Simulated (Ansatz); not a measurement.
The cell of SrCl$_{2}$ (Fm-3m, No. 225). Origin of the cell: a calculation's input that goes back to an entry of the Crystallography Open Database (an earlier step may have relaxed or displaced it).

```cif
data_structure
_symmetry_space_group_name_H-M 'Fm-3m'
_symmetry_Int_Tables_number 225
_cell_length_a 6.9710
_cell_length_b 6.9710
_cell_length_c 6.9710
_cell_angle_alpha 90.000
_cell_angle_beta 90.000
_cell_angle_gamma 90.000
_cell_volume 338.75
loop_
_atom_site_label
_atom_site_type_symbol
_atom_site_symmetry_multiplicity
_atom_site_Wyckoff_symbol
_atom_site_fract_x
_atom_site_fract_y
_atom_site_fract_z
_atom_site_occupancy
Sr1 Sr 4 a 0.00000 0.00000 0.00000 1
Cl1 Cl 8 c 0.25000 0.75000 0.75000 1
```

### Take as void every point where the procrystal density (the sum of the densities of spherically averaged neutral Hartree-Fock atoms) is below 0.003 e/bohr³. From Rb on the atoms have core potentials, so only their outer electrons count. What do the voids look like?

The voids take about 2.6 % of the cell (8.8 Å³ of 338.8 Å³) and are bounded by about 32 Å² of surface per cell. They are isolated pockets that do not connect across cells.

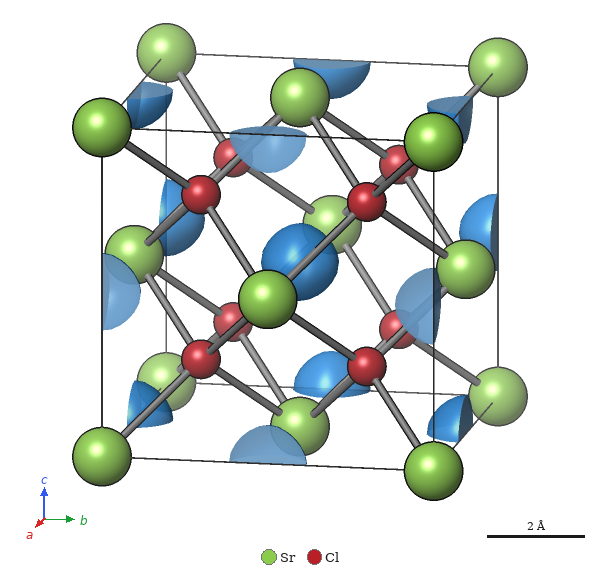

The voids drawn in 1×1×1 cells, view slightly off an axis. Pale faces close the region where the drawn box cuts it.
